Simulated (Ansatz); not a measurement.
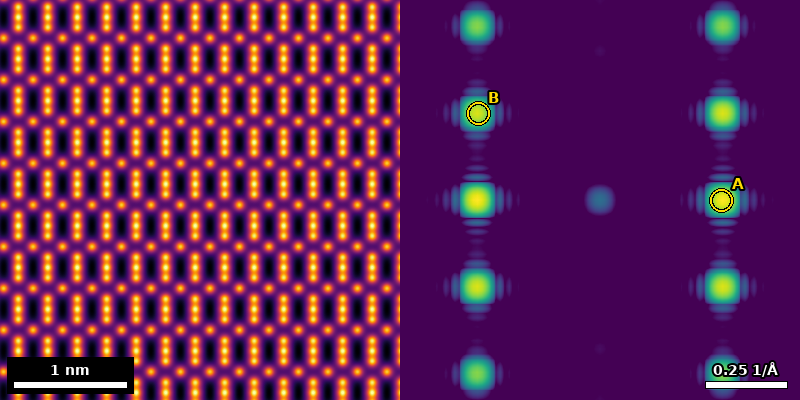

Integrated-DPC-like image of a crystal. Simulated as the projected potential of neutral atoms (B = 0.5 Å²) blurred by a 0.50 Å probe, the thin-sample limit of integrated differential phase contrast. The display is stretched by a gamma of 0.8; percentages refer to the linear signal.

The right panel is the modulus of the image's Fourier transform on a logarithmic scale.

**Which lattice spacings do the marked spots stand for, and what angle do A and B enclose?**

A: 2.6 Å, B: 2.1 Å; A and B enclose about 145°.

The crystal is Al (Pm-3n, No. 223) along [110]; the spots are (002) and (1 -1 -2). Model: the end point of a relaxation with DFT, BLYP, plane waves (420 eV) with PAW, scalar-relativistic (Ansatz); the starting structure was generated, so it need not be a known form of this composition.
